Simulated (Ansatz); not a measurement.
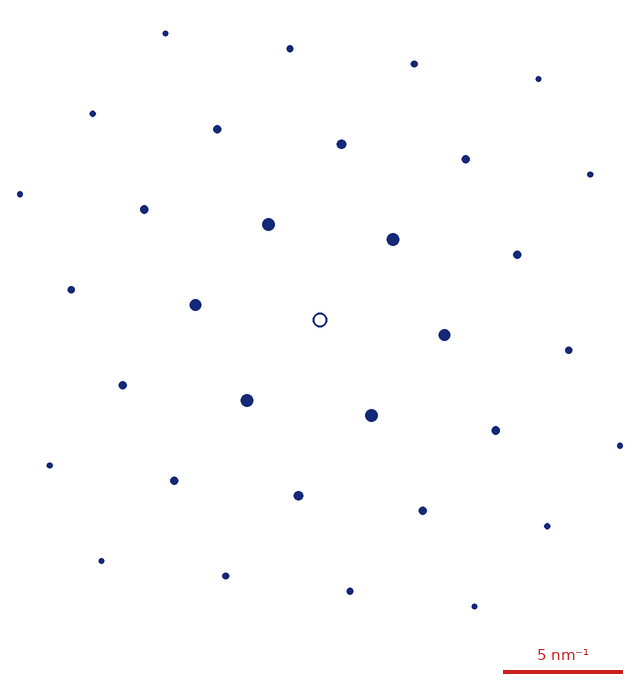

Simulated selected-area electron diffraction pattern (300 kV, kinematic approximation, thin crystal, B = 0.8 Å² for all atoms).

It belongs to Ru, space group Fm-3m (No. 225), a = 3.79 Å. Structure: the input geometry of an electronic-structure calculation (not necessarily at equilibrium); the starting structure was generated, so it need not be a known form of this composition.

```cif
data_structure
_symmetry_space_group_name_H-M 'Fm-3m'
_symmetry_Int_Tables_number 225
_cell_length_a 3.7856
_cell_length_b 3.7856
_cell_length_c 3.7856
_cell_angle_alpha 90.000
_cell_angle_beta 90.000
_cell_angle_gamma 90.000
_cell_volume 54.25
loop_
_atom_site_label
_atom_site_type_symbol
_atom_site_symmetry_multiplicity
_atom_site_Wyckoff_symbol
_atom_site_fract_x
_atom_site_fract_y
_atom_site_fract_z
_atom_site_occupancy
Ru1 Ru 4 a 0.00000 0.00000 0.00000 1
```

Q: Measure the pattern against the scale bar and name the zone.

A: The spots form a centred rectangular net with both shortest vectors at d = 2.19 Å, 70.5° apart. They index as -1 1 -1 and -1 1 1, so the zone axis is [110] (or an equivalent direction of <110>).
